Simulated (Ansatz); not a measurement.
**Run report: Ti, single-point calculation**

Ti (4 atoms in the cell), computed with DFT PBE, scalar-relativistic, plane waves, PAW, PAW set soft_1, no spin polarisation (Ansatz 0.2.0).

The structure derives from an entry of the Crystallography Open Database. Figures and captions count atoms from 1; the log counts them from 0 in places.

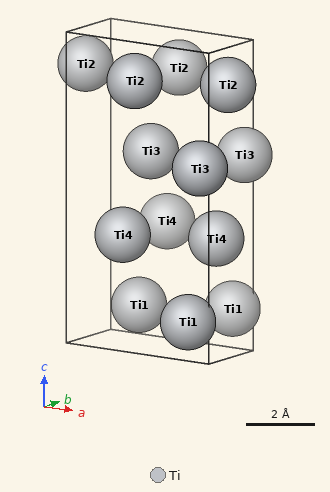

The structure as given in the input (spheres-only view of the cell 2 times as large as that of the calculation, set on its symmetry axes, seen slightly off an axis; atoms are numbered from 1 in the order of the input). An atom can appear more than once, as a periodic image.

Key numbers:

```tsv
quantity	value
outcome	converged
space group (tolerance 0.01 Å)	C2/m (12)
electrons treated	48
free energy	−9998.2783 eV
Fermi energy	13.174 eV
gap on the k-point mesh	none (metallic)
pressure	0.17 GPa
largest force (length of the vector)	0.282 eV/Å
hardware	2 threads of Arm Neoverse V1, 24 GiB of memory available, shared host
wall time	70 s (CPU time 2.2 min)
peak memory	1.3 GiB
```

Notes:

Warnings of the run: the k-point mesh lowers the symmetry that the run can use.

Input:
```yaml
crystal:
  lattice:
    - [-1.6276186077, 1.6276186077, -1.6276186077]
    - [-1.6276186077, -1.6276186077, 1.6276186077]
    - [-1.6276186077, 5.4253953589, 7.5955535025]
  atoms:
    - { symbol: Ti, position: [-0.1458333333, -0.7291666667, 0.875] }
    - { symbol: Ti, position: [0.4791666667, 0.3958333333, 0.125] }
    - { symbol: Ti, position: [-0.0625, -0.3125, 0.375] }
    - { symbol: Ti, position: [0.3958333333, -0.0208333333, 0.625] }
basis:
  ecutwfc: 520.0
kpoints:
  mp_grid: { grid: [16, 16, 5] }
hamiltonian:
  xc: pbe
  pseudopotentials: { kind: paw, azcp: { folder: soft_1 } }
scf:
  occupations: { method: gaussian, width: 0.15 }
output:
  forces: true
  stress: true
  eigenvalues: true
  write_density: true
  write_potential: true
  elf: true
  volumetric_format: npy
```

Command:
```bash
ansatz run input.yaml --threads 2 --pin off --max-ram 4096MiB --backend cpu --events-out ev --progress --plain --runs-dir out
```

Log:
```
Warning: crystal.symmetry: narrowed to the stabiliser of the k-point mesh — unitary ops 4 → 2; excluded 2 operations that carry a point of the 16×16×5 mesh (shift [0, 0, 0]) off the mesh (the run samples exactly the mesh kpoints.mp_grid names, as under crystal.symmetry.detect: false, and its converged state has the mesh's symmetry, not the crystal's; ε∞, the Born charges and the force constants of a linear response (`dielectric:` by the response, `phonons.method: dfpt`) are averaged over those of the crystal's operations that the state keeps within a tolerance, where `mesh_tensors`, `unaveraged_element` or `gamma_mean_max_change_ev_ang2` stands beside them; a row that `dielectric.field_direction` solves alone is averaged likewise, with nothing beside; a Γ-centred mesh of equal divisions is mapped onto itself by every operation and keeps the whole group, as does a half-shifted one under kpoints.further_shifts: images)
Engine: ansatz 0.2.0, aarch64-unknown-linux-gnu
Pseudopotentials: kind: paw
Pseudopotential: Ti, paw, valence charge 12, recommended cutoff 420 eV (normal), [file]
Functional definition: PBE
  parameter kappa = 0.804
  parameter beta = 0.06672455060314922
  exchange = pbe_x(kappa = kappa, mu = beta*pi^2/3)
  correlation = pbe_c(beta = beta)
Crystal: 4 atoms, lattice volume = 68.989 Å³
Basis set: ecut = 520 eV, 1849 PW (Γ), exchange–correlation on 48×48×144 points (8 copies of the dense FFT grid, shifted against one another)
Bands: 29, of which v1, the nominal top of the filled ones, is band 24 counted from 1 (23 counted from 0)
Symmetry: 2 space group operations
k-points: 642 of 1280
Non-local potential: Ti, projectors of the file, l = 0: 3, l = 1: 2, l = 2: 3, l = 3: 1
PAW form: soft (Blöchl's): semilocal exchange-correlation on the pseudo side does not see the compensation charge
PAW one-centre angular grid: Ti, 590 points (default); XC on 64 Gauss nodes
Initial density: superposition of atomic densities (chi_scale 0.1, normalization cell)
Initial wavefunctions: pseudopotential atomic-orbital guess
Functional: x = pbe(κ = 0.804, μ = 0.2195149727645171), c = pbe(β = 0.06672455060314922)
SCF iter   1: F=—  HF=-9998.951422 eV  |F-HF|=—  |Δ(HF+E_count)|=         —  Δρ=5.35e-2  dr2=2.30e0  ethr=3.10e-3  ⟨swp⟩=4.0  Hψ=61292  notcnv=0
preconditioner: auto → Kerker (q_TF=auto, 2.568 Å⁻¹)  [metal: Δε(μ)=0.000 eV  Ē_g=2.489 eV  σ=0.150 eV  W_gap=0.00  n_scr=18 (ndim 8)  ℏωp=17.9 eV  f_vac=0.000  D(μ)=8.62/eV (n_scr^D=126)]
SCF iter   2: F=—  HF=-9998.414187 eV  |F-HF|=—  |Δ(HF+E_count)|=   5.37e-1  Δρ=2.43e-2  dr2=4.82e-1  ethr=3.10e-3  ⟨swp⟩=2.0  Hψ=30950  notcnv=0  defer=10
SCF iter   3: F=—  HF=-9998.277651 eV  |F-HF|=—  |Δ(HF+E_count)|=   1.37e-1  Δρ=4.61e-3  dr2=1.25e-2  ethr=1.00e-3  ⟨swp⟩=2.1  Hψ=27393  notcnv=0  defer=10
SCF iter   4: F=—  HF=-9998.278298 eV  |F-HF|=—  |Δ(HF+E_count)|=   6.47e-4  Δρ=7.12e-4  dr2=2.32e-4  ethr=2.60e-5  ⟨swp⟩=2.0  Hψ=26493  notcnv=0  defer=10
SCF iter   5: F=—  HF=-9998.278356 eV  |F-HF|=—  |Δ(HF+E_count)|=   5.81e-5  Δρ=1.50e-4  dr2=8.88e-6  ethr=4.83e-7  ⟨swp⟩=2.7  Hψ=33522  notcnv=0  defer=10
SCF iter   6: F=—  HF=-9998.278347 eV  |F-HF|=—  |Δ(HF+E_count)|=   9.61e-6  Δρ=3.81e-5  dr2=8.50e-7  ethr=1.85e-8  ⟨swp⟩=2.0  Hψ=31682  notcnv=0  defer=10
SCF iter   7: F=-9998.278347 eV  HF=-9998.278347 eV  |F-HF|=2.61e-8  |Δ(HF+E_count)|=   5.43e-8  Δρ=8.29e-6  dr2=5.19e-8  ethr=2.08e-10  ⟨swp⟩=9.0  Hψ=118941  notcnv=0
SCF 1 converged in 7 iterations: F = -9998.278347 eV  dr2 = 5.19e-8
  greatest PAW one-centre occupation: 0.999 electrons in one spin orbital (limit 2), on the Ti atom at site 3 (counted from 0), in its partial waves of l = 0
SCF converged after 7 iterations
Free energy (F): -9998.278347 eV
Harris-Foulkes:  -9998.278347 eV  (|F-HF|=2.61e-8)
Internal energy: -9998.180028 eV  (E = F + TS)
E sigma→0 (E₀):  -9998.229187 eV
Entropy (-TS):   -0.098319 eV (-24.580 meV/atom)
Fermi energy:    13.174345 eV
--- Per-component energies (eV) ---
  E_band       = -625.627294
  E_kinetic    = 1126.784882
  E_local      = -3484.149939  (includes V_loc(G=0)·N_el)
  E_nonlocal   = 243.183599
  E_hartree    = 1383.770967
  E_xc         = -464.711435
  E_vxc        = -581.934063  (∫ρ·V_xc dr)
  E_paw        = -4169.542972  (= ΣΔE_a)
  E_vpaw       = -697.061808  (= ΣTr[D̂ρ^β])
  E_aug_tail   = -0.000117  (compensation charges beyond the density's cutoff)
  E_ewald      = -4633.515014
  E_smearing   = -0.098319  (= −TS)
  E_closure    = 0.000000  (closes the sum)
  Σ components = -9998.278347   (vs F -9998.278347, Δ=0.00e0)
--- Forces (eV/Å), atoms counted from 1 ---
  atom   1  Ti    -0.00030134     0.17857162    -0.21829771
  atom   2  Ti     0.00030134    -0.17857162     0.21829771
  atom   3  Ti    -0.00054737    -0.04664661    -0.03638061
  atom   4  Ti     0.00054737     0.04664661     0.03638061
  max |Σ_I F_I| component: 0.00e0 eV/Å
--- Stress (GPa, compression-positive) ---
       -0.595419       0.001093       0.004238
        0.001093      -0.993738      -1.073330
        0.004238      -1.073332       2.099976
  P = ⅓ Tr σ = 0.1703 GPa (1.703 kbar)
--- Band table (eV; the first three rows and the last of 642) ---
  k-point 0: bands = ["-43.3397", "-43.2657", "-43.2505", "-43.1806", "-19.9046", "-19.5547", "-19.5445", "-19.3904", "-19.3205", "-19.2825", "-19.2558", "-19.2115", "-19.1947", "-19.1740", "-19.1661", "-19.1628", "7.2097", "9.0897", "9.0993", "10.7011", "12.7831", "13.1950", "13.4254", "13.5285", "13.5781", "13.9652", "14.2349", "14.3068", "14.4243"]
  k-point 1: bands = ["-43.3376", "-43.2781", "-43.2377", "-43.1830", "-19.8893", "-19.6557", "-19.4415", "-19.3864", "-19.3338", "-19.2705", "-19.2562", "-19.2188", "-19.1975", "-19.1832", "-19.1661", "-19.1634", "7.2959", "8.4872", "9.7032", "10.6648", "12.8052", "13.1189", "13.4412", "13.4933", "13.7527", "13.9639", "14.1408", "14.2134", "14.4441"]
  k-point 2: bands = ["-43.3336", "-43.2904", "-43.2243", "-43.1882", "-19.8496", "-19.7432", "-19.3753", "-19.3542", "-19.3456", "-19.2649", "-19.2554", "-19.2484", "-19.2032", "-19.1928", "-19.1661", "-19.1637", "7.5489", "7.9578", "10.2075", "10.5234", "12.8656", "13.0006", "13.5085", "13.5869", "13.7899", "13.9385", "13.9641", "14.1267", "14.5080"]
  k-point 641: bands = ["-43.1836", "-43.1760", "-43.1269", "-43.0855", "-19.9072", "-19.8314", "-19.7735", "-19.6775", "-19.6572", "-19.5916", "-19.5567", "-19.5164", "-19.5014", "-19.4084", "-19.3656", "-19.2230", "10.7409", "10.9351", "11.1078", "11.4406", "11.5724", "12.0769", "12.4770", "12.8049", "14.0970", "14.1485", "14.5706", "14.6920", "15.3065"]
```

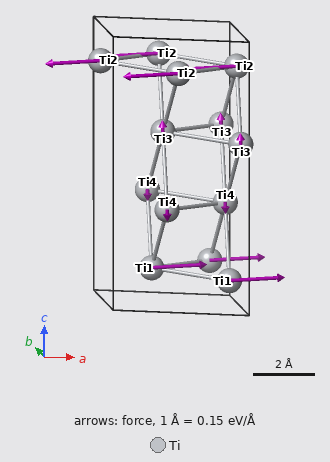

Forces on the atoms as pink arrows (ball-and-stick view of the cell 2 times as large as that of the calculation, set on its symmetry axes, seen slightly off an axis; atoms are numbered from 1 in the order of the input). The largest act on Ti1, Ti2 (0.28 eV/Å). The geometry is not a stationary point of this energy.

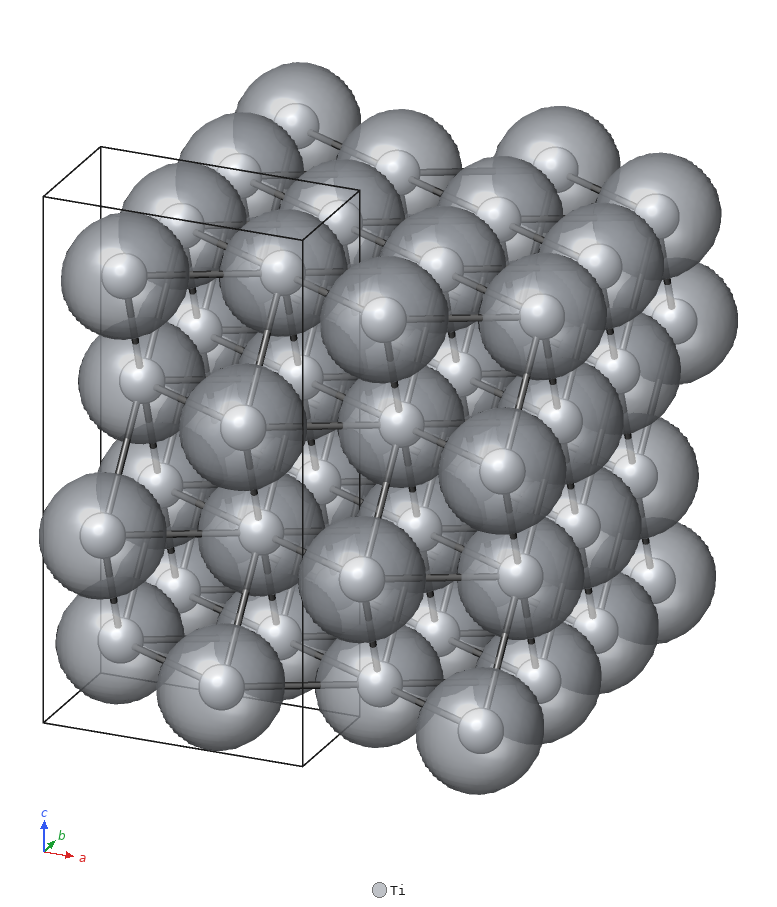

Isosurface of the valence pseudo-density at 0.3 e/Å³ (grey), seen slightly off an axis. Sticks mark near contacts. The outline is the cell set on symmetry axes. At this value the density breaks into separate islands; it holds about 80 % of the electrons treated as valence (semicore included). It is pinched off along the Ti–Ti (2.77 Å), Ti–Ti (2.82 Å) and Ti–Ti (2.92 Å) contacts. On the grid the lowest density along these lines, outside the cores, is 0.21 e/Å³ (Ti–Ti, 2.77 Å), 0.19 e/Å³ (Ti–Ti, 2.82 Å) and 0.19 e/Å³ (Ti–Ti, 2.92 Å). In a PAW calculation such maps are meaningful between the atoms, not at the nuclei.

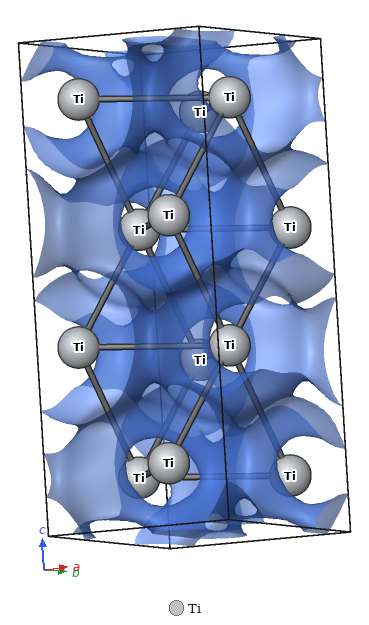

Isosurface of the ELF at 0.4 (blue), seen at an oblique angle. Core shells and regions of very low density are left out. Sticks mark near contacts. The outline is the cell set on symmetry axes. Profiles from the grid: Ti–Ti (2.77 Å): the ELF is about 0.20 at the midpoint; no localised pair between them. Ti–Ti (2.82 Å): the ELF is about 0.20 at the midpoint; no localised pair between them.
